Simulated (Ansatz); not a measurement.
# Sn2Se: what the fields show

The calculation's input:

```
crystal:
  lattice:
    - [5.4386688578, 0.0, 0.0]
    - [-2.7193344289, 4.7100253936, 0.0]
    - [0.0, 0.0, 3.1425233763]
  atoms:
    - { symbol: Sn, position: [0.3333333333, 0.6666666667, 0.0] }
    - { symbol: Sn, position: [0.6666666667, 0.3333333333, 0.0] }
    - { symbol: Se, position: [0.0, 0.0, 0.0] }
basis:
  ecutwfc: 420
kpoints:
  mp_grid: { grid: [12, 12, 14] }
hamiltonian:
  xc: pbe
scf:
  occupations: { method: gaussian, width: 0.1 }
output:
  forces: true
  stress: true
  eigenvalues: true
  write_density: true
  write_potential: true
  elf: true
  volumetric_format: npy
relax:
  adjacent_minimum: "off"
  f_tol: 0.01
  max_steps: 80
  cell: { stress_tol: 0.05 }
```

Run with:

```sh
ansatz run input.yaml --threads 1 --pin off --max-ram 2560MiB --backend cpu --events-out ev --progress --plain --runs-dir out
```

Below, planes, directions and counts refer to the conventional cell (a = 5.61 Å, b = 5.61 Å, c = 2.96 Å, α = 90.00°, β = 90.00°, γ = 120.00°).

The fields are those of the relaxed geometry.

Space group P6/mmm; a structure generated by program, which may or may not match a known phase.

Level of theory: Ansatz, DFT PBE, scalar-relativistic, plane waves, PAW.

Core electrons are frozen (PAW), and the valence fields are smoothed inside the atomic spheres.

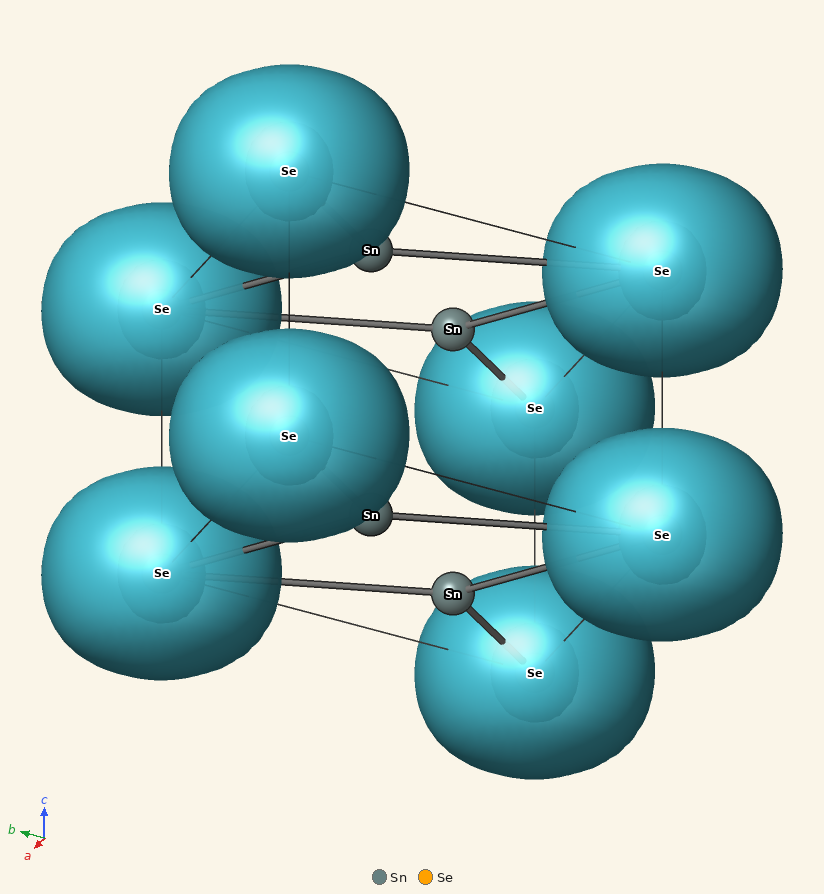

Figure 1. Isosurface of the electron localisation function at 0.6 (cyan), seen at an oblique angle. Core shells and regions of very low density are left out. Sticks mark near contacts.

Q: What do the ELF domains correspond to?

A: The surface consists of one region wrapped around Se (its valence shell), counted in one cell of 3 atoms. Regions shared between cells count once.


Sn–Se (3.24 Å): the ELF is about 0.25 at the midpoint.

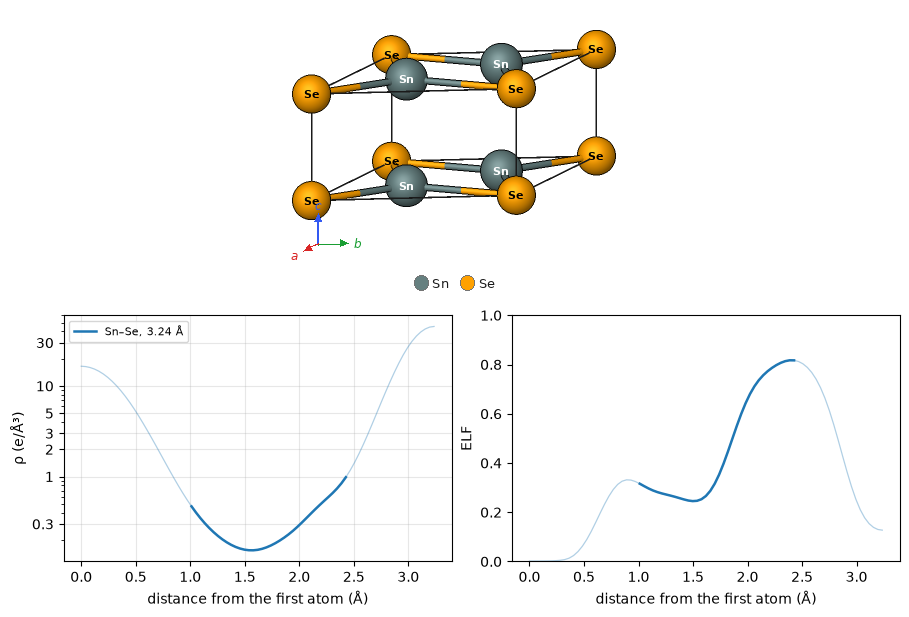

Figure 2. Valence charge density (pseudo) and ELF along straight lines between neighbouring atoms. Thin, pale parts lie inside the atomic spheres. The structure is drawn too.

Q: What can be read from the curves?

A: Sn–Se (3.24 Å): the density is about 0.16 e/Å³ at the midpoint; the ELF is about 0.25 at the midpoint.

Q: Metal or insulator at this level of theory?

A: It is gapless in this calculation (a metal or semimetal).
